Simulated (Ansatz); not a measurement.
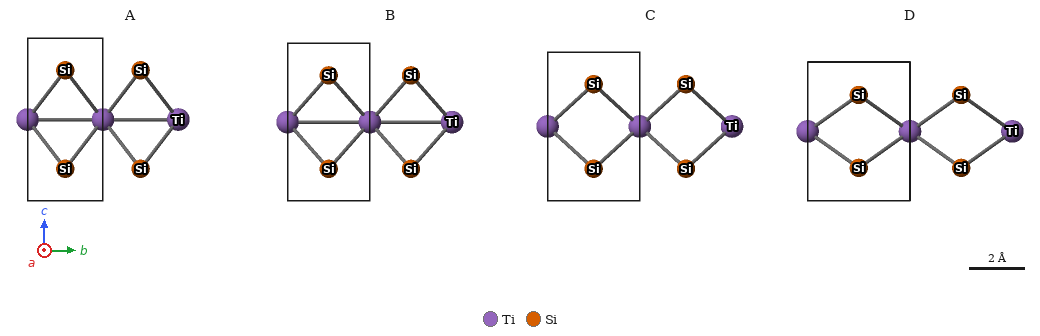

4 geometries from one relaxation of a crystal of TiSi2 (a generated structure, set up in Pmmm), in shuffled order. A ball-and-stick model of the cell of the calculation, repeated 1 × 2 × 1 with one cell outlined, seen along the a axis.

Method: DFT PBE, scalar-relativistic, plane waves, PAW in Ansatz 0.2.0. (plane-wave cutoff 420 eV; k-point mesh 18 × 12 × 10; occupations gaussian; smearing width 0.1 eV; no spin polarisation; cell and atoms relaxed; force threshold 0.01 eV/Å; at most 80 steps)

**Put them in the order of the run, from the start to the converged end.**

D, C, B, A. They are steps 0, 3, 5, 14, at +137 meV per atom, +124 meV per atom, +62.3 meV per atom relative to the last. Over 11 accepted moves (14 points after the start) the energy falls by 137 meV per atom. Largest force component: 0.021 eV/Å at the start, 0.00022 eV/Å at the end. The pressure goes from 0.06 to 0.00 GPa. The line search rejected the trial step at point 7 of the run. At 2 points the geometry stayed and the basis and grid were re-selected for the new cell (energy shift of 3.4 meV per atom at most each time). The largest moves relative to the cell, 0.24 Å, are those of Si atoms. Ti stays in place. Cell: a 2.669 → 2.764 Å (+3.5 %), b 3.769 → 2.773 Å (−26.4 %), c 5.108 → 5.982 Å (+17.1 %). Volume −10.8 %. Among the contacts that change: Ti–Ti 3.769 → 2.773 Å, Si–Si 3.769 → 2.773 Å, Si–Si 2.684 → 3.625 Å, Ti–Ti 2.669 → 2.764 Å. Bond angles that change, for instance: Ti–Si–Ti 89.7° → 62.6°, Ti–Si–Ti 119.7° → 94.4°, Ti–Si–Si 120.2° → 132.8°. The space group (tolerance 0.01 Å) goes from Pmmm (No. 47) to P4/mmm (No. 123).
